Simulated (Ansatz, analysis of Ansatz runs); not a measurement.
## Reproducing a measured local vibrational mode: N-H pair in ZnSe

Subject: N-H pair in ZnSe. Wanted: its local vibrational mode, in one set-up (PBE, 64-site cell, PBE lattice, 420 eV, k: the single point 1/4 1/4 1/4, anharmonic cut along the mode). The model is a cell of 64 host atoms with N put on another atom's site and H put in between. The frequencies come from force constants among the defect atom and its neighbours, with the masses of the isotopes named.

Measured beforehand: N-H stretch, 1H: 3194 cm⁻¹ at 9 K, by FTIR absorption and Raman spectroscopy (quoted in “Hydrogen in Compound Semiconductors”, 1993, E.E. Haller, quoting earlier work). N-H wag, 1H: 783 cm⁻¹ at 9 K, by FTIR absorption and Raman spectroscopy (quoted in “Hydrogen in Compound Semiconductors”, 1993, E.E. Haller, quoting earlier work). The calculation is set beside it at the end.

Method: plane-wave PAW DFT, PBE; relaxation of all atoms of a defect supercell, in Ansatz 0.2.0.

## (1) Set-up

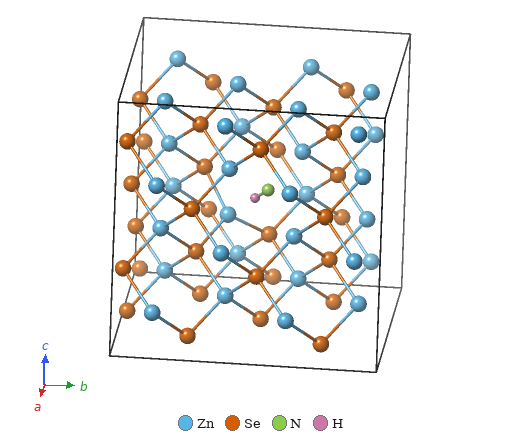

Start, viewed slightly off an axis; zinc blue, selenium orange, nitrogen green, hydrogen pink. Bonds to atoms that aren't drawn are left out.

The cell holds 65 atoms: 32 Zn, 31 Se, 1 N and 1 H. Its edges and angles: a = 11.464 Å, b = 11.464 Å, c = 11.464 Å, α = 90.0°, β = 90.0°, γ = 90.0°. It derives from ZnSe (space group F-43m). Nearest the centre at fractional (0.355, 0.355, 0.605): H65 at 0.39 Å, N16 at 0.64 Å, Zn12 at 2.54 Å, Zn27 at 2.64 Å, Zn57 at 2.64 Å, Zn42 at 2.64 Å, Se6 at 3.74 Å, Se7 at 3.74 Å.

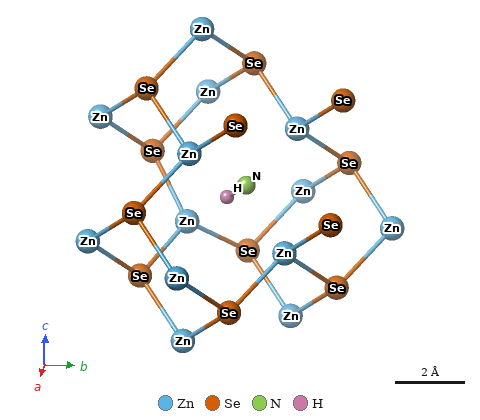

The atoms within 5 Å of the centre.

The host's primitive cell comes from a first run (plane-wave PAW DFT, PBE; relaxation of the host's cell and atoms): vectors of 4.053, 4.053 and 4.053 Å. That is 23.54 Å³ an atom, 3.4 % over the diffraction cell's volume. The supercell is built on it.

## (2) Relaxation, charge 0

Every later number rests on the structure around the defect, so the atoms are relaxed at the host's lattice first.

Contents of relax/input.yaml:

```yaml
relax:
  f_tol: 0.01
  max_steps: 80
  random_displacement: { amplitude: 0.02, seed: 114 }
crystal:
  lattice:
    - [11.46365847, 0.0, 0.0]
    - [0.0, 0.0, -11.46365847]
    - [0.0, 11.46365847, 0.0]
  atoms:
    - { symbol: Zn, position: [0.0, 0.0, 0.0] }
    - { symbol: Zn, position: [0.0, 0.25, 0.25] }
    - { symbol: Zn, position: [0.25, 0.0, 0.25] }
    - { symbol: Zn, position: [0.25, 0.25, 0.0] }
    - { symbol: Se, position: [0.125, 0.125, 0.125] }
    - { symbol: Se, position: [0.125, 0.375, 0.375] }
    - { symbol: Se, position: [0.375, 0.125, 0.375] }
    - { symbol: Se, position: [0.375, 0.375, 0.125] }
    - { symbol: Zn, position: [0.0, 0.0, 0.5] }
    - { symbol: Zn, position: [0.0, 0.25, 0.75] }
    - { symbol: Zn, position: [0.25, 0.0, 0.75] }
    - { symbol: Zn, position: [0.227337078, 0.227337078, 0.477337078] }
    - { symbol: Se, position: [0.125, 0.125, 0.625] }
    - { symbol: Se, position: [0.125, 0.375, 0.875] }
    - { symbol: Se, position: [0.375, 0.125, 0.875] }
    - { symbol: "N", position: [0.387587605, 0.387587605, 0.637587605] }
    - { symbol: Zn, position: [0.0, 0.5, 0.0] }
    - { symbol: Zn, position: [0.0, 0.75, 0.25] }
    - { symbol: Zn, position: [0.25, 0.5, 0.25] }
    - { symbol: Zn, position: [0.25, 0.75, 0.0] }
    - { symbol: Se, position: [0.125, 0.625, 0.125] }
    - { symbol: Se, position: [0.125, 0.875, 0.375] }
    - { symbol: Se, position: [0.375, 0.625, 0.375] }
    - { symbol: Se, position: [0.375, 0.875, 0.125] }
    - { symbol: Zn, position: [0.0, 0.5, 0.5] }
    - { symbol: Zn, position: [0.0, 0.75, 0.75] }
    - { symbol: Zn, position: [0.25, 0.5, 0.75] }
    - { symbol: Zn, position: [0.25, 0.75, 0.5] }
    - { symbol: Se, position: [0.125, 0.625, 0.625] }
    - { symbol: Se, position: [0.125, 0.875, 0.875] }
    - { symbol: Se, position: [0.375, 0.625, 0.875] }
    - { symbol: Se, position: [0.375, 0.875, 0.625] }
    - { symbol: Zn, position: [0.5, 0.0, 0.0] }
    - { symbol: Zn, position: [0.5, 0.25, 0.25] }
    - { symbol: Zn, position: [0.75, 0.0, 0.25] }
    - { symbol: Zn, position: [0.75, 0.25, 0.0] }
    - { symbol: Se, position: [0.625, 0.125, 0.125] }
    - { symbol: Se, position: [0.625, 0.375, 0.375] }
    - { symbol: Se, position: [0.875, 0.125, 0.375] }
    - { symbol: Se, position: [0.875, 0.375, 0.125] }
    - { symbol: Zn, position: [0.5, 0.0, 0.5] }
    - { symbol: Zn, position: [0.5, 0.25, 0.75] }
    - { symbol: Zn, position: [0.75, 0.0, 0.75] }
    - { symbol: Zn, position: [0.75, 0.25, 0.5] }
    - { symbol: Se, position: [0.625, 0.125, 0.625] }
    - { symbol: Se, position: [0.625, 0.375, 0.875] }
    - { symbol: Se, position: [0.875, 0.125, 0.875] }
    - { symbol: Se, position: [0.875, 0.375, 0.625] }
    - { symbol: Zn, position: [0.5, 0.5, 0.0] }
    - { symbol: Zn, position: [0.5, 0.75, 0.25] }
    - { symbol: Zn, position: [0.75, 0.5, 0.25] }
    - { symbol: Zn, position: [0.75, 0.75, 0.0] }
    - { symbol: Se, position: [0.625, 0.625, 0.125] }
    - { symbol: Se, position: [0.625, 0.875, 0.375] }
    - { symbol: Se, position: [0.875, 0.625, 0.375] }
    - { symbol: Se, position: [0.875, 0.875, 0.125] }
    - { symbol: Zn, position: [0.5, 0.5, 0.5] }
    - { symbol: Zn, position: [0.5, 0.75, 0.75] }
    - { symbol: Zn, position: [0.75, 0.5, 0.75] }
    - { symbol: Zn, position: [0.75, 0.75, 0.5] }
    - { symbol: Se, position: [0.625, 0.625, 0.625] }
    - { symbol: Se, position: [0.625, 0.875, 0.875] }
    - { symbol: Se, position: [0.875, 0.625, 0.875] }
    - { symbol: Se, position: [0.875, 0.875, 0.625] }
    - { symbol: H, position: [0.335271, 0.335271, 0.585271] }
basis:
  ecutwfc: 420
  xc_grid: 2
hamiltonian:
  xc: pbe
kpoints:
  mp_grid: { grid: [1, 1, 1], shift: [0.25, 0.25, 0.25] }
scf:
  occupations: { method: fermi_dirac, width: 0.01 }
  max_iter: 120
output:
  forces: true
checkpoint:
  write: "../relax.run"
  compress: false
  write_wavefunctions: true
  write_every: 100000
```

On the command line:

```bash
ansatz run input.yaml --threads 4 --pin off --max-ram 14131MiB --backend cpu --events-out ev --progress --plain --runs-dir out
```

Numbers of over 12 decimals in the logs are rounded to 6 here.

The program printed:

```text
[... repeated set-up lines and file paths are left out, and long positions are rounded to six places ...]
Engine: ansatz 0.2.0, x86_64-unknown-linux-gnu
Pseudopotentials: kind: paw
Pseudopotential: Zn, paw, valence charge 12, recommended cutoff 420 eV (normal), Zn.paw.azcp
Pseudopotential: Se, paw, valence charge 16, recommended cutoff 420 eV (normal), Se.paw.azcp
Pseudopotential: N, paw, valence charge 5, recommended cutoff 420 eV (normal), N.paw.azcp
Pseudopotential: H, paw, valence charge 1, recommended cutoff 420 eV (normal), H.paw.azcp
Functional definition: PBE
  parameter kappa = 0.804
  parameter beta = 0.066725
  exchange = pbe_x(kappa = kappa, mu = beta*pi^2/3)
  correlation = pbe_c(beta = beta)
Crystal: 65 atoms, lattice volume = 1506.502 Å³
Basis set: ecut = 420 eV, 29423 PW (Γ), exchange–correlation on 160×160×160 points (8 copies of the dense FFT grid, shifted against one another)
Bands: 532, of which v1, the nominal top of the filled ones, is band 443 counted from 1 (442 counted from 0)
Symmetry: 1 space group operations
k-points: 1
Non-local potential: Zn, projectors of the file, l = 0: 2, l = 1: 2, l = 2: 3, l = 3: 1
Non-local potential: Se, projectors of the file, l = 0: 2, l = 1: 2, l = 2: 3, l = 3: 1
Non-local potential: N, projectors of the file, l = 0: 2, l = 1: 2, l = 2: 1
Non-local potential: H, projectors of the file, l = 0: 2, l = 1: 1
PAW form: soft (Blöchl's): semilocal exchange-correlation on the pseudo side does not see the compensation charge
PAW one-centre angular grid: Zn, 590 points (default); XC on 64 Gauss nodes
PAW one-centre angular grid: Se, 590 points (default); XC on 64 Gauss nodes
PAW one-centre angular grid: N, 110 points (default); XC on 64 Gauss nodes
PAW one-centre angular grid: H, 110 points (default); XC on 64 Gauss nodes
Initial density: superposition of atomic densities (neutral atoms: chi_scale 0, normalization atom), corrected by the library's trained network
Initial wavefunctions: pseudopotential atomic-orbital guess
Functional: x = pbe(κ = 0.804, μ = 0.219515), c = pbe(β = 0.066725)
SCF iter   1: F=—  HF=-276192.742435 eV  |F-HF|=—  |Δ(HF+E_count)|=         —  Δρ=2.41e-3  dr2=1.67e-1  ethr=1.77e-3  ⟨swp⟩=6.0  Hψ=2073  notcnv=0  defer=8
preconditioner: auto → Resta (q_TF=auto, 2.497 Å⁻¹)  ε∞=5.5  [insulator: Δε(μ)=2.029 eV  Ē_g=10.771 eV  σ=0.010 eV  W_gap=1.00  n_scr=388 (ndim 8)  ℏωp=23.0 eV  f_vac=0.129  D(μ)=0.00/eV (n_scr^D=0)  ε∞_Penn≈5.5]
SCF iter   2: F=—  HF=-276192.716440 eV  |F-HF|=—  |Δ(HF+E_count)|=   2.60e-2  Δρ=1.34e-3  dr2=2.92e-2  ethr=1.89e-5  ⟨swp⟩=3.0  Hψ=909  notcnv=0  defer=80
SCF iter   3: F=—  HF=-276192.712469 eV  |F-HF|=—  |Δ(HF+E_count)|=   3.97e-3  Δρ=5.69e-4  dr2=1.12e-2  ethr=3.30e-6  ⟨swp⟩=2.0  Hψ=749  notcnv=0  defer=80
SCF iter   4: F=—  HF=-276192.711341 eV  |F-HF|=—  |Δ(HF+E_count)|=   1.13e-3  Δρ=1.81e-4  dr2=6.82e-4  ethr=1.26e-6  ⟨swp⟩=2.0  Hψ=748  notcnv=0  defer=80
SCF iter   5: F=—  HF=-276192.710747 eV  |F-HF|=—  |Δ(HF+E_count)|=   5.95e-4  Δρ=1.23e-4  dr2=1.94e-4  ethr=7.70e-8  ⟨swp⟩=2.0  Hψ=740  notcnv=0  defer=80
SCF iter   6: F=—  HF=-276192.710715 eV  |F-HF|=—  |Δ(HF+E_count)|=   3.17e-5  Δρ=4.57e-5  dr2=2.75e-5  ethr=2.19e-8  ⟨swp⟩=2.0  Hψ=739  notcnv=0  defer=80
SCF iter   7: F=—  HF=-276192.710731 eV  |F-HF|=—  |Δ(HF+E_count)|=   1.64e-5  Δρ=1.49e-5  dr2=4.50e-6  ethr=3.11e-9  ⟨swp⟩=2.0  Hψ=975  notcnv=0  defer=80
SCF iter   8: F=-276192.710738 eV  HF=-276192.710737 eV  |F-HF|=1.09e-6  |Δ(HF+E_count)|=   5.38e-6  Δρ=6.57e-6  dr2=8.32e-7  ethr=2.82e-10  ⟨swp⟩=4.0  Hψ=1827  notcnv=0
SCF 1 converged in 8 iterations: F = -276192.710738 eV  dr2 = 8.32e-7
  greatest PAW one-centre occupation: 1.000 electrons in one spin orbital (limit 2), on the Se atom at site 5 (counted from 0), in its partial waves of l = 2
relax step   1: F+E_penalty+E_count = -276192.71073774 eV  Δ(F+E_penalty+E_count) = +0.000e0 eV  max|allowed force component| = 1.357e0 eV/Å  Δτ_max = 0.0000 Å  (8 SCF iters, dr2 threshold 2.50e-6 eV, accepted)
[... the SCF cycles and remarks between the steps are left out from here to the last step ...]
relax step   2: F+E_penalty+E_count = -276193.80696138 eV  Δ(F+E_penalty+E_count) = -1.096e0 eV  max|allowed force component| = 1.004e0 eV/Å  Δτ_max = 0.1949 Å  (7 SCF iters, dr2 threshold 1.00e-4 eV, accepted)
relax step   3: F+E_penalty+E_count = -276194.28345849 eV  Δ(F+E_penalty+E_count) = -4.765e-1 eV  max|allowed force component| = 3.053e-1 eV/Å  Δτ_max = 0.1949 Å  (7 SCF iters, dr2 threshold 6.30e-5 eV, accepted)
relax step   4: F+E_penalty+E_count = -276194.34165052 eV  Δ(F+E_penalty+E_count) = -5.819e-2 eV  max|allowed force component| = 2.317e-1 eV/Å  Δτ_max = 0.1615 Å  (7 SCF iters, dr2 threshold 8.63e-6 eV, accepted)
relax step   5: F+E_penalty+E_count = -276194.35345853 eV  Δ(F+E_penalty+E_count) = -1.181e-2 eV  max|allowed force component| = 9.007e-2 eV/Å  Δτ_max = 0.0264 Å  (6 SCF iters, dr2 threshold 4.97e-6 eV, accepted)
relax step   6: F+E_penalty+E_count = -276194.35536274 eV  Δ(F+E_penalty+E_count) = -1.904e-3 eV  max|allowed force component| = 8.322e-3 eV/Å  Δτ_max = 0.0093 Å  (6 SCF iters, dr2 threshold 1.23e-6 eV, accepted)
iter 1 solved again at ethr=3.64e-11 eV; its pass at ethr=3.10e-3 eV (dr2=3.23e-7 eV) is discarded
SCF iter   1: F=—  HF=-276194.355734 eV  |F-HF|=—  |Δ(HF+E_count)|=         —  Δρ=3.68e-6  dr2=3.23e-7  ethr=3.64e-11  ⟨swp⟩=1.0  Hψ=1476  notcnv=0  defer=85
SCF iter   2: F=—  HF=-276194.355363 eV  |F-HF|=—  |Δ(HF+E_count)|=   3.71e-4  Δρ=2.40e-6  dr2=1.55e-7  ethr=3.64e-11  ⟨swp⟩=2.0  Hψ=735  notcnv=0  defer=85
SCF iter   3: F=-276194.355363 eV  HF=-276194.355363 eV  |F-HF|=2.16e-8  |Δ(HF+E_count)|=   9.62e-8  Δρ=1.65e-6  dr2=4.70e-8  ethr=1.13e-11  ⟨swp⟩=4.0  Hψ=1643  notcnv=0
SCF 7 converged in 3 iterations: F = -276194.355363 eV  dr2 = 4.70e-8
relax step   7: F+E_penalty+E_count = -276194.35536279 eV  Δ(F+E_penalty+E_count) = -5.198e-8 eV  max|allowed force component| = 8.325e-3 eV/Å  Δτ_max = 0.0000 Å  (3 SCF iters, accepted)
NSCF: frozen V_eff on 1 k-points
the band table was solved once a step of the walk had ended and its energy, with any forces and stress, was formed, with the checks that follow a solve (1587 applications of the Hamiltonian). They found nothing against the state; [...]
SCF converged after 3 iterations
Free energy (F): -276194.355363 eV
Harris-Foulkes:  -276194.355363 eV  (|F-HF|=2.16e-8)
Internal energy: -276194.355363 eV  (E = F + TS)
E sigma→0 (E₀):  -276194.355363 eV
Fermi energy:    7.143717 eV
--- Per-component energies (eV) ---
  E_band       = -12237.973093
  E_kinetic    = 7998.127538
  E_local      = -140594.912457  (includes V_loc(G=0)·N_el)
  E_nonlocal   = 1243.489126
  E_hartree    = 64928.034926
  E_xc         = -7673.947479
  E_vxc        = -4773.462627  (∫ρ·V_xc dr)
  E_paw        = -117891.210369  (= ΣΔE_a)
  E_vpaw       = -5967.274947  (= ΣTr[D̂ρ^β])
  E_aug_tail   = -0.030530  (compensation charges beyond the density's cutoff)
  E_ewald      = -84203.906117
  E_smearing   = -0.000000  (= −TS)
  E_closure    = -0.000000  (closes the sum)
  Σ components = -276194.355363   (vs F -276194.355363, Δ=0.00e0)
--- Forces (eV/Å), atoms counted from 1 ---
  atom   1  Zn    -0.00018038     0.00057611     0.00013022
  atom   2  Zn    -0.00062848    -0.00051913    -0.00249347
  [... 3 atoms left out ...]
  atom   6  Se     0.00008492    -0.00047689     0.00231841
  atom   7  Se    -0.00186097    -0.00044848     0.00008430
  [... 4 atoms left out ...]
  atom  12  Zn     0.00089983     0.00131940    -0.00049761
  atom  13  Se    -0.00025846    -0.00141511    -0.00000014
  [... 2 atoms left out ...]
  atom  16  N      0.00811818     0.00756114    -0.00682560
  [... 6 atoms left out ...]
  atom  23  Se    -0.00072648    -0.00099330    -0.00176158
  [... 3 atoms left out ...]
  atom  27  Zn    -0.00457100     0.00493771    -0.00439301
  [... 14 atoms left out ...]
  atom  42  Zn     0.00447939     0.00505787     0.00469881
  [... 14 atoms left out ...]
  atom  57  Zn     0.00448034    -0.00513177    -0.00415676
  [... 7 atoms left out ...]
  atom  65  H     -0.00832506    -0.00780543     0.00827699
  max |Σ_I F_I| component: 2.88e-5 eV/Å
--- Band table (eV) ---
  k-point 0: bands = ["-40.7741", "-40.7738", "-40.7736", "-40.7683", [... 524 left out ...] "13.2596", "13.3808", "13.3809", "13.4080"]
--- Relaxed structure (7 steps of the walk, 7 accepted, 0 SCFs on fresh bases) ---
  F+E_penalty+E_count = -276194.35536279 eV   max|allowed force component| = 8.325e-3 eV/Å
  atoms:
    - { symbol: Zn, position: [-0.000164, -0.000433, -0.001449] }
    - { symbol: Zn, position: [-0.004474, 0.249331, 0.245287] }
    [... 3 atoms left out ...]
    - { symbol: Se, position: [0.121259, 0.376574, 0.371025] }
    - { symbol: Se, position: [0.376835, 0.120984, 0.371036] }
    [... 4 atoms left out ...]
    - { symbol: Zn, position: [0.215592, 0.215334, 0.465344] }
    - { symbol: Se, position: [0.121260, 0.120991, 0.626582] }
    [... 2 atoms left out ...]
    - { symbol: N, position: [0.392858, 0.392629, 0.642613] }
    [... 6 atoms left out ...]
    - { symbol: Se, position: [0.377766, 0.618347, 0.382029] }
    [... 3 atoms left out ...]
    - { symbol: Zn, position: [0.279055, 0.486351, 0.736336] }
    [... 14 atoms left out ...]
    - { symbol: Zn, position: [0.486579, 0.278817, 0.736330] }
    [... 14 atoms left out ...]
    - { symbol: Zn, position: [0.486602, 0.486342, 0.528822] }
    [... 7 atoms left out ...]
    - { symbol: H, position: [0.340888, 0.340660, 0.590615] }
```

Elapsed: 2.7 min, on 4 threads of AMD EPYC 9R14 (Zen 4), shared host; peak memory 4.5 GiB.

Step by step:

```tsv
step	energy less that of the first step (eV)	largest force component (eV/Å)
1	0.0000	1.3567
2	-1.0962	1.0037
3	-1.5727	0.3053
4	-1.6309	0.2317
5	-1.6427	0.0901
6	-1.6446	0.0083
7	-1.6446	0.0083
```

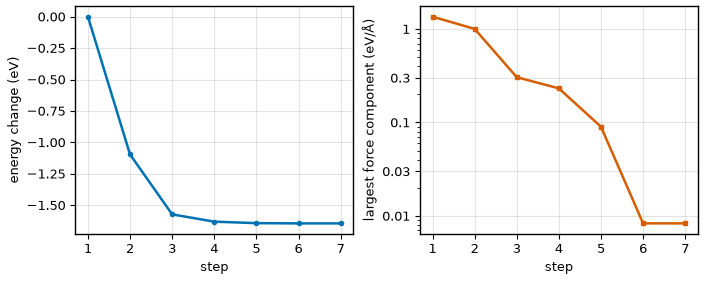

Energy and largest force along the relaxation.

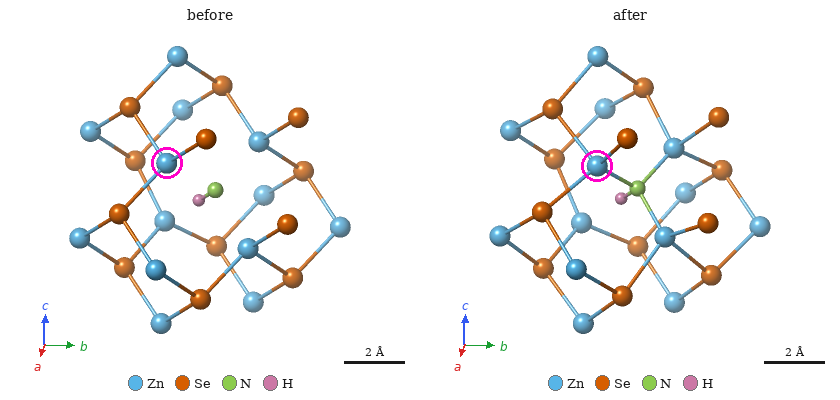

Before and after: the atoms that start within 5 Å of the centre. Zn42, which moves most, is ringed if it is among them.

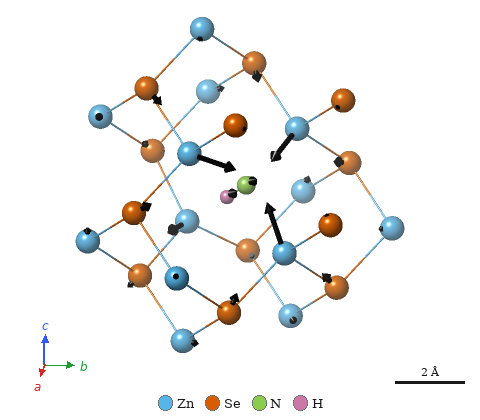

Displacements in the relaxation from the typed sites near the centre, exaggerated, the mean shift taken out; the longest in the cell stands for 0.40 Å.

The atoms that moved most (Å, from the sites as typed, ahead of the random displacement, the mean shift of all atoms taken out):

```tsv
atom	dx	dy	dz	length
Zn42	-0.155	-0.155	-0.333	0.398
Zn57	-0.154	0.332	0.154	0.398
Zn27	0.332	-0.155	0.154	0.398
Zn12	-0.135	-0.135	0.135	0.234
Se15	0.031	-0.074	-0.083	0.115
Se45	-0.074	0.031	-0.083	0.115
Se14	0.083	-0.074	-0.031	0.115
Se38	-0.074	0.083	-0.031	0.115
```

Neighbours of the ideal centre at the end:

```tsv
atom	distance (Å)
H65	0.286
N16	0.746
Zn27	2.299
Zn42	2.302
Zn57	2.302
Zn12	2.774
Se6	3.801
Se13	3.802
Se7	3.804
```

Neighbours of the added atoms: H65: N16 1.03, Zn57 2.47, Zn42 2.47 Å.

This step gave:

```yaml
free_energy: -276194.3554 eV
```

The relaxation ends 25 meV an atom lower than the displaced start, with a largest force component of 0.0083 eV/Å.

(Continued in part 2 of 2.)

[Logs are printed without paths, hosts, clocks, repeated set-up lines and the standing remarks that a program may print on its own settings, such as how far it seeks lower states.]

[Hosts, paths, dates, database ids (printed as entryN), source tags and the programs' standing remarks are cut or masked in the printed files.]

[For some hosts the program warned that the k-mesh of the response run may be too coarse for force constants and the static dielectric constant; such warnings are not shown here.]
